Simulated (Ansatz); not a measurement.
A series of calculations on ZrS$_{2}$ and related structures

## 1. Relaxation

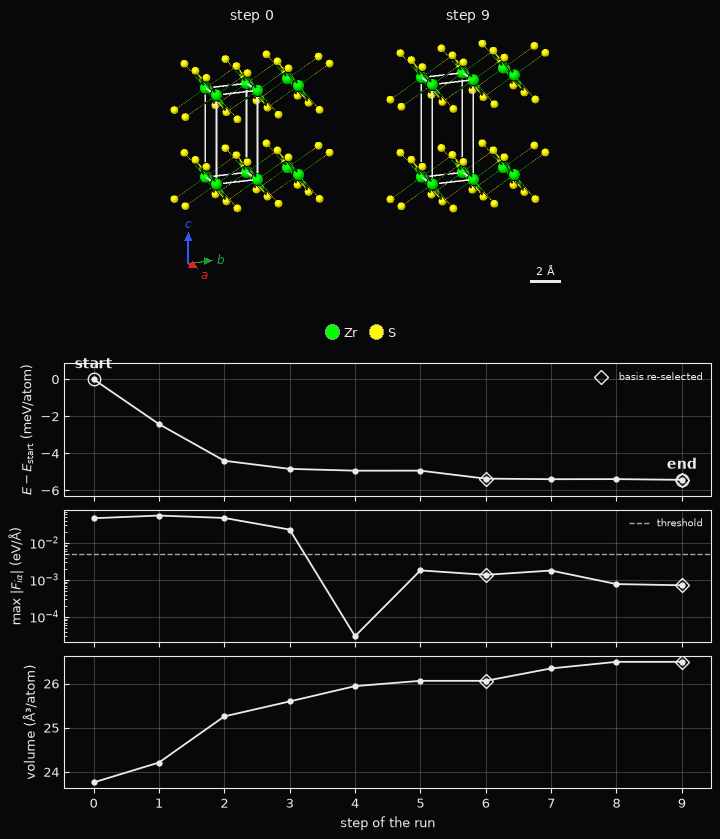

First and last geometry of a relaxation of solid ZrS$_{2}$ (set up in P-3m1), with the history of the run. The picture is a ball-and-stick view of the cell of the calculation, repeated 1 × 2 × 1 with one cell outlined, seen slightly off an axis.

Theory: DFT PBE, scalar-relativistic, plane waves, PAW in Ansatz. Set-up: plane-wave cutoff 420 eV; k-point mesh 12 × 12 × 6; occupations gaussian; smearing width 0.02 eV; no spin polarisation; cell and atoms relaxed; force threshold 0.005 eV/Å; at most 80 steps.

> What do the curves and the structures tell?

It converged. The largest moves relative to the cell, 0.16 Å, are those of S atoms. Zr stays in place. The drawn cell changes as follows: a = b 3.691 → 3.685 Å (−0.2 %), c 6.041 → 6.758 Å (+11.9 %); the volume changes by +11.5 %. The space group stays P-3m1 (No. 164). Over 7 accepted moves (9 points after the start) the energy falls by 5.4 meV per atom. Largest force component: 0.046 eV/Å at the start, 0.00071 eV/Å at the end. The pressure goes from 0.47 to 0.00 GPa. The SCF was repeated twice at an unchanged geometry on a basis and grid sized afresh for the cell, which shifted the energy by 0.4 meV per atom at most.

Limits of the set-up: layers or molecules are held without a dispersion correction, so their spacing is unreliable.

## 2. Relaxation

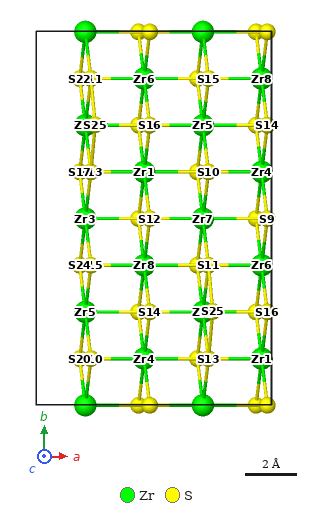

A defect cell of composition Zr8S17, before the relaxation. A ball-and-stick model of the larger cell on standard axes (2 times the calculation's cell) (origin shifted), seen along the c axis.

Case: S interstitial, charge +0, atoms relaxed.

Theory: Ansatz 0.2.0, DFT PBE, scalar-relativistic, plane waves, PAW.

Input
```yaml
crystal:
  lattice:
    - [-1.0e-10, -6.3829682949, 6.757906724]
    - [-1.0e-10, -6.3829682949, -6.757906724]
    - [7.3704169266, 6.3829682948, 0.0]
  atoms:
    - { symbol: Zr, position: [0.875, 0.875, 0.25] }
    - { symbol: Zr, position: [0.5, 0.5, 1.0] }
    - { symbol: Zr, position: [0.75, 0.75, 0.5] }
    - { symbol: Zr, position: [0.375, 0.375, 0.25] }
    - { symbol: Zr, position: [0.0, 0.0, 0.0] }
    - { symbol: Zr, position: [0.625, 0.625, 0.75] }
    - { symbol: Zr, position: [0.25, 0.25, 0.5] }
    - { symbol: Zr, position: [0.125, 0.125, 0.75] }
    - { symbol: S, position: [0.3095084477, 0.5238248857, 0.5] }
    - { symbol: S, position: [0.9345084477, 0.1488248857, 0.25] }
    - { symbol: S, position: [0.1845084477, 0.3988248857, 0.75] }
    - { symbol: S, position: [0.8095084477, 0.0238248857, 0.5] }
    - { symbol: S, position: [0.4345084477, 0.6488248857, 0.25] }
    - { symbol: S, position: [0.0595084477, 0.2738248857, 0.0] }
    - { symbol: S, position: [0.6845084477, 0.8988248857, 0.75] }
    - { symbol: S, position: [0.5595084477, 0.7738248857, 0.0] }
    - { symbol: S, position: [0.8154915523, 0.6011751143, 0.25] }
    - { symbol: S, position: [0.4404915523, 0.2261751143, 1.0] }
    - { symbol: S, position: [0.6904915523, 0.4761751143, 0.5] }
    - { symbol: S, position: [0.3154915523, 0.1011751143, 0.25] }
    - { symbol: S, position: [0.9404915523, 0.7261751143, 0.0] }
    - { symbol: S, position: [0.5654915523, 0.3511751143, 0.75] }
    - { symbol: S, position: [0.1904915523, 0.9761751143, 0.5] }
    - { symbol: S, position: [0.0654915523, 0.8511751143, 0.75] }
    - { symbol: S, position: [0.1373442916, 0.5406390144, -0.0024267825] }
basis:
  ecutwfc: 420
  xc_grid: 2
kpoints:
  mp_grid: { grid: [2, 2, 2], shift: [0.5, 0.5, 0.5] }
hamiltonian:
  xc: pbe
scf:
  occupations: { method: gaussian, width: 0.02 }
output:
  forces: true
  stress: false
  eigenvalues: true
  write_density: true
  write_potential: true
  elf: true
  volumetric_format: npy
relax:
  adjacent_minimum: "off"
  f_tol: 0.02
  max_steps: 60
```

Run as
```bash
ansatz run input.yaml --threads 4 --pin off --max-ram 8192MiB --backend cpu --events-out ev --progress --plain --runs-dir out
```

Q: Where does the relaxation end?

A: The atom that moves furthest is S25 (1.60 Å roughly along [1 0 1]). Largest moves by element: S 1.60 Å, Zr 0.47 Å. The cell doesn't change. Near-neighbour distances that change, for instance: Zr5–S25 4.519 → 2.498 Å, S14–S25 2.557 → 4.294 Å, S11–S25 2.432 → 3.213 Å, S13–S25 2.459 → 3.211 Å. New bonds form: Zr5–S25 (4.52 → 2.50 Å). Bonds break: S11–S25 (2.43 → 3.21 Å), S13–S25 (2.46 → 3.21 Å). Among the angles between lasting bonds that change: Zr5–S21–S25 122.3° → 62.5°, S14–Zr5–S21 180.0° → 160.7°, S10–Zr5–S24 180.0° → 163.0°. After 14 accepted moves (15 points after the start) the energy has fallen by 3.424 eV per cell of the calculation. The largest force component goes from 3 to 0.014 eV/Å. The line search rejected the trial step at point 13 of the run. Cost: 2 min on 4 threads of AMD EPYC 9R14 (Zen 4), with other jobs on the host, peak memory 1.8 GiB.

The end point in the same view:

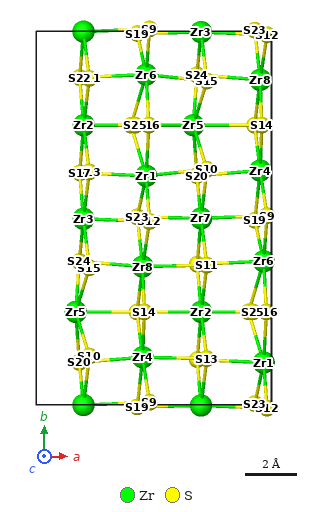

## 3. Path

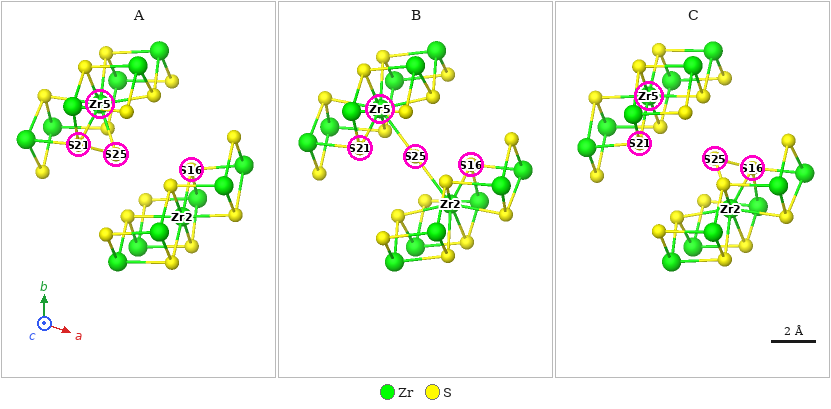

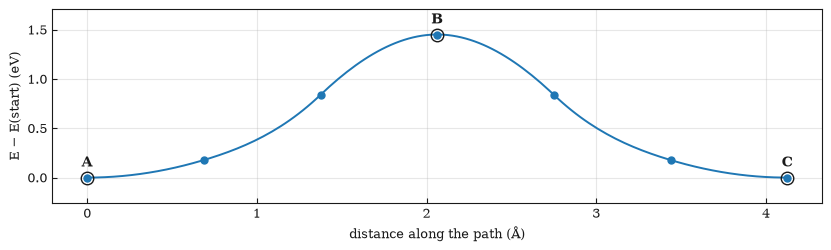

A search for the minimum-energy path of a defect cell of composition Zr$_{8}$S$_{17}$ (25 atoms in the cell) by the nudged elastic band. Images are numbered from 0 (start) to 6 (end). Frames A to C are images 0, 3, 6. A ball-and-stick model of the atoms within 5.4 Å of the middle of the path, seen along the c axis. The atoms that move most are ringed. Bonds to atoms that aren't drawn are left out.

Method: Ansatz, DFT PBE, scalar-relativistic, plane waves, PAW. Run with plane-wave cutoff 420 eV; k-point mesh 2 × 2 × 2; Gaussian smearing 0.02 eV; 5 movable images; climbing image.

Describe the mechanism and the energy profile.

Answer. An S atom travels furthest, 2.46 Å from end to end, along [3 1 0], on a straight line. At the highest image its nearest neighbour (Zr) is 2.71 Å away, against 2.03 Å at the start, and the surrounding atoms stand up to 0.48 Å off the mean of their end positions. Breaking: S–S (2.03 → 4.08 Å). Forming: S–S (4.08 → 2.03 Å). The two ends have the same energy, and the highest point, image 3, lies 1.45 eV above the start. The band is converged.
